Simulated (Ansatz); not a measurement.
Geometry relaxation of CoSi2 (part 1 of 3)

- system: CoSi2 (slab, 24 atoms in the cell)
- method: DFT PBE+D3(BJ), scalar-relativistic, plane waves, PAW, no spin polarisation (Ansatz 0.2.0)

The structure derives from an entry of the Crystallography Open Database. The input holds or restrains some coordinates. It belongs to a series of runs on one base structure; here: clean slab, lower planes held.

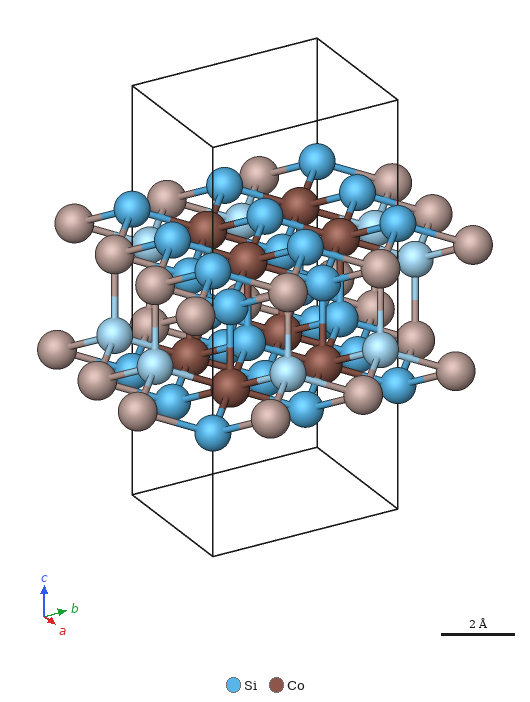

Figure 1. The starting structure (ball-and-stick view of the cell of the calculation, with the vacuum cut short, seen slightly off an axis; neighbours outside the cell are drawn fainter). Near neighbours in the crystal (not all of them lie inside the picture): Si has 3 Co at 2.30 Å; Co has 7 Si at 2.30 Å; Si has 4 Co at 2.30 Å.

Key numbers:

| quantity | value |
| --- | --- |
| outcome | converged under the restraints of the input |
| electrons treated | 200 |
| free energy | −51191.8616 eV |
| work function, top face | 5.05 eV |
| work function, bottom face | 4.94 eV |
| Fermi energy | 0.473 eV |
| gap on the k-point mesh | none (metallic) |
| final volume | 1003.55 Å³ |
| work function (upper face) | 5.05 eV |
| largest force (length of the vector) at the end, held atoms and coordinates included | 0.681 eV/Å |
| hardware | 8 threads of Intel Xeon (Sapphire Rapids), 32 GiB of memory available, shared host |
| wall time | 18 s (CPU time 2.1 min) |
| peak memory | 1.9 GiB |

Remarks:

The program warns: the exchange-correlation potential is rough where the density is thin. The run has no spin polarisation, so a magnetic state may lie lower.

Input file:
```yaml
crystal:
  lattice:
    - [7.5013146836, 0.0, 0.0]
    - [-3.7506573418, 6.4963290778, 0.0]
    - [0.0, 0.0, 20.5935983437]
  atoms:
    - { symbol: Si, position: [0.5, 0.5, 0.3884702356] }
    - { symbol: Si, position: [0.5, 0.0, 0.3884702356] }
    - { symbol: Si, position: [0.0, 0.5, 0.3884702356] }
    - { symbol: Si, position: [0.0, 0.0, 0.3884702356] }
    - { symbol: Co, position: [0.3333333333, 0.1666666667, 0.4256468237] }
    - { symbol: Co, position: [0.3333333333, 0.6666666667, 0.4256468237] }
    - { symbol: Co, position: [0.8333333333, 0.1666666667, 0.4256468237] }
    - { symbol: Co, position: [0.8333333333, 0.6666666667, 0.4256468237] }
    - { symbol: Si, position: [0.6666666667, 0.3333333333, 0.4628234119] }
    - { symbol: Si, position: [0.6666666667, 0.8333333333, 0.4628234119] }
    - { symbol: Si, position: [0.1666666667, 0.3333333333, 0.4628234119] }
    - { symbol: Si, position: [0.1666666667, 0.8333333333, 0.4628234119] }
    - { symbol: Si, position: [0.8333333333, 0.6666666667, 0.5371765881] }
    - { symbol: Si, position: [0.8333333333, 0.1666666667, 0.5371765881] }
    - { symbol: Si, position: [0.3333333333, 0.6666666667, 0.5371765881] }
    - { symbol: Si, position: [0.3333333333, 0.1666666667, 0.5371765881] }
    - { symbol: Co, position: [0.6666666667, 0.3333333333, 0.5743531763] }
    - { symbol: Co, position: [0.6666666667, 0.8333333333, 0.5743531763] }
    - { symbol: Co, position: [0.1666666667, 0.3333333333, 0.5743531763] }
    - { symbol: Co, position: [0.1666666667, 0.8333333333, 0.5743531763] }
    - { symbol: Si, position: [0.0, 0.5, 0.6115297644] }
    - { symbol: Si, position: [0.0, 0.0, 0.6115297644] }
    - { symbol: Si, position: [0.5, 0.5, 0.6115297644] }
    - { symbol: Si, position: [0.5, 0.0, 0.6115297644] }
basis:
  ecutwfc: 420
kpoints:
  mp_grid: { grid: [3, 3, 1] }
hamiltonian:
  xc: pbe
  dispersion: d3bj
scf:
  occupations: { method: gaussian, width: 0.1 }
output:
  forces: true
  eigenvalues: true
  write_density: true
  write_potential: true
  elf: true
  volumetric_format: npy
relax:
  adjacent_minimum: "off"
  f_tol: 0.03
  max_steps: 70
  constraints: [{ sites: [0, 1, 2, 3, 4, 5, 6, 7, 8, 9, 10, 11] }]
efield:
  axis: 3
  dipole_correction: true
  ramp_width: 0.04
```

Run as:
```bash
ansatz run input.yaml --threads 8 --pin off --max-ram 20480MiB --backend cpu --events-out ev --progress --plain --runs-dir out
```

Output:
```
Engine: ansatz 0.2.0, x86_64-unknown-linux-gnu
Pseudopotentials: kind: paw
Pseudopotential: Si, paw, valence charge 4, recommended cutoff 420 eV (normal), Si.paw.azcp
Pseudopotential: Co, paw, valence charge 17, recommended cutoff 420 eV (normal), Co.paw.azcp
Functional definition: PBE
  parameter kappa = 0.804
  parameter beta = 0.06672455060314922
  exchange = pbe_x(kappa = kappa, mu = beta*pi^2/3)
  correlation = pbe_c(beta = beta)
Crystal: 24 atoms, lattice volume = 1003.547 Å³
Basis set: ecut = 420 eV, 19677 PW (Γ), exchange–correlation on 108×108×288 points (8 copies of the dense FFT grid, shifted against one another)
Bands: 124, of which v1, the nominal top of the filled ones, is band 100 counted from 1 (99 counted from 0)
Symmetry: 24 space group operations
k-points: 3 of 9 (time reversal used)
Non-local potential: Si, projectors of the file, l = 0: 2, l = 1: 2, l = 2: 2
Non-local potential: Co, projectors of the file, l = 0: 3, l = 1: 2, l = 2: 3, l = 3: 1
PAW form: soft (Blöchl's): semilocal exchange-correlation on the pseudo side does not see the compensation charge
PAW one-centre angular grid: Si, 110 points (default); XC on 64 Gauss nodes
PAW one-centre angular grid: Co, 590 points (default); XC on 64 Gauss nodes
Initial density: superposition of atomic densities (neutral atoms: chi_scale 0, normalization atom), corrected by the library's trained network
Initial wavefunctions: pseudopotential atomic-orbital guess
Functional: x = pbe(κ = 0.804, μ = 0.2195149727645171), c = pbe(β = 0.06672455060314922)
SCF iter   1: F=—  HF=-51191.805136 eV  |F-HF|=—  |Δ(HF+E_count)|=         —  Δρ=5.88e-3  dr2=3.15e-1  ethr=1.77e-3  p=-0.000 e·Å  D=-1.06e-13 V/Å  ΔV_dip=0.00 eV  dr2_dipole=1.90e-8  V_vac-E_F(+/−)=4.84/4.84 eV  ⟨swp⟩=8.3  Hψ=1820  notcnv=0  defer=9
efield: sawtooth ramp at fractional position 0.9800 (placed from the atoms, in the widest stretch of the axis that holds none; the zero of the levels goes with the place), width 0.0400; the density the first Hamiltonian is built on has a dipole p = -0.000 e·Å; the dipole correction subtracts the counter field D = -1.06e-13 V/Å, which shifts the + side's vacuum level by +0.00 eV against the − side's; the planar-averaged density in the ramp window peaks in size at 9.9e-6 e/Å³
preconditioner: auto → LDOS  [insulator: Δε(μ)=0.182 eV  Ē_g=6.251 eV  σ=0.100 eV  W_gap=0.65  n_scr=174 (ndim 8)  ℏωp=13.7 eV  f_vac=0.603  D(μ)=10.37/eV (n_scr^D=50)  ε∞_Penn≈5.8  β→1.0]
SCF iter   2: F=—  HF=-51191.799528 eV  |F-HF|=—  |Δ(HF+E_count)|=   5.61e-3  Δρ=7.24e-3  dr2=3.73e-1  ethr=1.57e-4  p=0.000 e·Å  D=6.24e-6 V/Å  ΔV_dip=-0.00 eV  dr2_dipole=6.28e-10  V_vac-E_F(+/−)=5.03/5.03 eV  ⟨swp⟩=2.7  Hψ=852  notcnv=0  defer=47
SCF iter   3: F=—  HF=-51191.783250 eV  |F-HF|=—  |Δ(HF+E_count)|=   1.63e-2  Δρ=2.91e-3  dr2=5.34e-2  ethr=1.57e-4  p=-0.000 e·Å  D=-8.97e-6 V/Å  ΔV_dip=0.00 eV  dr2_dipole=3.15e-9  V_vac-E_F(+/−)=4.93/4.93 eV  ⟨swp⟩=2.0  Hψ=505  notcnv=0  defer=47
SCF iter   4: F=—  HF=-51191.777426 eV  |F-HF|=—  |Δ(HF+E_count)|=   5.82e-3  Δρ=4.85e-4  dr2=1.58e-3  ethr=2.67e-5  p=-0.000 e·Å  D=-2.54e-6 V/Å  ΔV_dip=0.00 eV  dr2_dipole=6.23e-9  V_vac-E_F(+/−)=4.93/4.93 eV  ⟨swp⟩=2.0  Hψ=457  notcnv=0  defer=47
SCF iter   5: F=—  HF=-51191.777496 eV  |F-HF|=—  |Δ(HF+E_count)|=   6.94e-5  Δρ=5.80e-5  dr2=2.62e-5  ethr=7.88e-7  p=-0.000 e·Å  D=-9.95e-7 V/Å  ΔV_dip=0.00 eV  dr2_dipole=1.22e-10  V_vac-E_F(+/−)=4.93/4.93 eV  ⟨swp⟩=2.3  Hψ=665  notcnv=0  defer=21
SCF iter   6: F=—  HF=-51191.777556 eV  |F-HF|=—  |Δ(HF+E_count)|=   6.02e-5  Δρ=9.31e-5  dr2=5.79e-5  ethr=1.12e-8  p=0.000 e·Å  D=4.15e-7 V/Å  ΔV_dip=-0.00 eV  dr2_dipole=6.59e-10  V_vac-E_F(+/−)=4.93/4.93 eV  ⟨swp⟩=26.0  Hψ=4640  notcnv=0
SCF iter   7: F=-51191.777544 eV  HF=-51191.777551 eV  |F-HF|=6.32e-6  |Δ(HF+E_count)|=   5.35e-6  Δρ=3.34e-5  dr2=7.15e-6  ethr=1.12e-8  p=-0.000 e·Å  D=-5.63e-8 V/Å  ΔV_dip=0.00 eV  dr2_dipole=5.16e-10  V_vac-E_F(+/−)=4.93/4.93 eV  ⟨swp⟩=14.0  Hψ=3432  notcnv=0
SCF 1 converged in 7 iterations: F = -51191.777544 eV  dr2 = 7.15e-6
  greatest PAW one-centre occupation: 1.000 electrons in one spin orbital (limit 2), on the Co atom at site 19 (counted from 0), in its partial waves of l = 0
relax step   1: F+E_penalty+E_count = -51191.77754447 eV  Δ(F+E_penalty+E_count) = +0.000e0 eV  max|allowed force component| = 6.069e-1 eV/Å  Δτ_max = 0.0000 Å  (7 SCF iters, dr2 threshold 2.25e-5 eV, accepted)
Initial density: handed on by an earlier stage of this run
Initial wavefunctions: those handed on with the density
iter 1 solved again at ethr=1.29e-5 eV; its pass at ethr=3.10e-3 eV (dr2=2.57e-2 eV) is discarded
SCF iter   1: F=—  HF=-51191.838615 eV  |F-HF|=—  |Δ(HF+E_count)|=         —  Δρ=9.32e-4  dr2=2.74e-2  ethr=1.29e-5  p=0.000 e·Å  D=5.65e-7 V/Å  ΔV_dip=-0.00 eV  dr2_dipole=7.67e-3  V_vac-E_F(+/−)=4.95/4.95 eV  ⟨swp⟩=2.0  Hψ=1047  notcnv=0  defer=49
efield: sawtooth ramp at fractional position 0.9800 (handed on by an earlier solve), width 0.0400; the density the first Hamiltonian is built on has a dipole p = 0.000 e·Å; the dipole correction subtracts the counter field D = 5.65e-7 V/Å, which shifts the + side's vacuum level by -0.00 eV against the − side's; the planar-averaged density in the ramp window peaks in size at 6.7e-6 e/Å³
preconditioner: auto → LDOS  [insulator: Δε(μ)=0.205 eV  Ē_g=6.288 eV  σ=0.100 eV  W_gap=0.70  n_scr=174 (ndim 8)  ℏωp=13.7 eV  f_vac=0.605  D(μ)=10.82/eV (n_scr^D=50)  ε∞_Penn≈5.7  β→1.0]
SCF iter   2: F=—  HF=-51191.838005 eV  |F-HF|=—  |Δ(HF+E_count)|=   6.10e-4  Δρ=8.04e-4  dr2=2.04e-2  ethr=1.29e-5  p=-0.031 e·Å  D=-5.67e-3 V/Å  ΔV_dip=0.12 eV  dr2_dipole=4.74e-3  V_vac-E_F(+/−)=5.05/4.93 eV  ⟨swp⟩=2.0  Hψ=526  notcnv=0  defer=49
SCF iter   3: F=—  HF=-51191.836466 eV  |F-HF|=—  |Δ(HF+E_count)|=   1.54e-3  Δρ=2.89e-4  dr2=1.53e-3  ethr=1.02e-5  p=-0.015 e·Å  D=-2.64e-3 V/Å  ΔV_dip=0.05 eV  dr2_dipole=2.48e-4  V_vac-E_F(+/−)=4.99/4.94 eV  ⟨swp⟩=2.0  Hψ=510  notcnv=0  defer=49
SCF iter   4: F=—  HF=-51191.836300 eV  |F-HF|=—  |Δ(HF+E_count)|=   1.65e-4  Δρ=7.84e-5  dr2=6.03e-5  ethr=7.66e-7  p=-0.017 e·Å  D=-3.03e-3 V/Å  ΔV_dip=0.06 eV  dr2_dipole=7.83e-7  V_vac-E_F(+/−)=5.00/4.94 eV  ⟨swp⟩=2.3  Hψ=578  notcnv=0  defer=49
SCF iter   5: F=-51191.836313 eV  HF=-51191.836319 eV  |F-HF|=6.06e-6  |Δ(HF+E_count)|=   1.93e-5  Δρ=2.38e-5  dr2=1.00e-5  ethr=1.15e-8  p=-0.018 e·Å  D=-3.19e-3 V/Å  ΔV_dip=0.07 eV  dr2_dipole=1.37e-6  V_vac-E_F(+/−)=5.00/4.94 eV  ⟨swp⟩=23.3  Hψ=4466  notcnv=0
SCF 2 converged in 5 iterations: F = -51191.836313 eV  dr2 = 1.00e-5
  greatest PAW one-centre occupation: 1.000 electrons in one spin orbital (limit 2), on the Co atom at site 7 (counted from 0), in its partial waves of l = 0
relax step   2: F+E_penalty+E_count = -51191.83631332 eV  Δ(F+E_penalty+E_count) = -5.877e-2 eV  max|allowed force component| = 3.262e-1 eV/Å  Δτ_max = 0.0268 Å  (5 SCF iters, dr2 threshold 2.30e-5 eV, accepted)
SCF iter   1: F=—  HF=-51191.866150 eV  |F-HF|=—  |Δ(HF+E_count)|=         —  Δρ=1.19e-3  dr2=2.68e-2  ethr=1.05e-4  p=-0.018 e·Å  D=-3.19e-3 V/Å  ΔV_dip=0.07 eV  dr2_dipole=2.70e-3  V_vac-E_F(+/−)=5.01/4.94 eV  ⟨swp⟩=2.0  Hψ=677  notcnv=0  defer=49
efield: sawtooth ramp at fractional position 0.9800 (handed on by an earlier solve), width 0.0400; the density the first Hamiltonian is built on has a dipole p = -0.018 e·Å; the dipole correction subtracts the counter field D = -3.19e-3 V/Å, which shifts the + side's vacuum level by +0.07 eV against the − side's; the planar-averaged density in the ramp window peaks in size at 5.4e-6 e/Å³
preconditioner: auto → LDOS  [insulator: Δε(μ)=0.184 eV  Ē_g=6.291 eV  σ=0.100 eV  W_gap=0.56  n_scr=174 (ndim 8)  ℏωp=13.7 eV  f_vac=0.605  D(μ)=9.83/eV (n_scr^D=38)  ε∞_Penn≈5.7  β→1.0]
SCF iter   2: F=—  HF=-51191.867256 eV  |F-HF|=—  |Δ(HF+E_count)|=   1.11e-3  Δρ=1.10e-3  dr2=5.19e-2  ethr=1.34e-5  p=-0.060 e·Å  D=-1.09e-2 V/Å  ΔV_dip=0.22 eV  dr2_dipole=1.04e-2  V_vac-E_F(+/−)=5.16/4.93 eV  ⟨swp⟩=3.0  Hψ=745  notcnv=0  defer=49
SCF iter   3: F=—  HF=-51191.859698 eV  |F-HF|=—  |Δ(HF+E_count)|=   7.56e-3  Δρ=1.44e-4  dr2=2.59e-4  ethr=1.34e-5  p=-0.034 e·Å  D=-6.09e-3 V/Å  ΔV_dip=0.13 eV  dr2_dipole=5.91e-6  V_vac-E_F(+/−)=5.06/4.94 eV  ⟨swp⟩=2.0  Hψ=514  notcnv=0  defer=49
SCF iter   4: F=—  HF=-51191.859886 eV  |F-HF|=—  |Δ(HF+E_count)|=   1.89e-4  Δρ=1.41e-4  dr2=1.53e-4  ethr=1.30e-7  p=-0.034 e·Å  D=-6.16e-3 V/Å  ΔV_dip=0.13 eV  dr2_dipole=7.78e-7  V_vac-E_F(+/−)=5.07/4.94 eV  ⟨swp⟩=3.0  Hψ=706  notcnv=0  defer=49
SCF iter   5: F=—  HF=-51191.859883 eV  |F-HF|=—  |Δ(HF+E_count)|=   3.05e-6  Δρ=4.86e-5  dr2=4.75e-5  ethr=7.64e-8  p=-0.035 e·Å  D=-6.24e-3 V/Å  ΔV_dip=0.13 eV  dr2_dipole=8.90e-6  V_vac-E_F(+/−)=5.07/4.94 eV  ⟨swp⟩=2.0  Hψ=459  notcnv=0  defer=49
SCF iter   6: F=-51191.859890 eV  HF=-51191.859888 eV  |F-HF|=1.46e-6  |Δ(HF+E_count)|=   4.99e-6  Δρ=1.28e-5  dr2=5.07e-6  ethr=3.33e-9  p=-0.034 e·Å  D=-6.20e-3 V/Å  ΔV_dip=0.13 eV  dr2_dipole=1.51e-6  V_vac-E_F(+/−)=5.07/4.94 eV  ⟨swp⟩=22.0  Hψ=3983  notcnv=0
SCF 3 converged in 6 iterations: F = -51191.859890 eV  dr2 = 5.07e-6
relax step   3: F+E_penalty+E_count = -51191.85988956 eV  Δ(F+E_penalty+E_count) = -2.358e-2 eV  max|allowed force component| = 6.637e-2 eV/Å  Δτ_max = 0.0188 Å  (6 SCF iters, dr2 threshold 6.65e-6 eV, accepted)
```
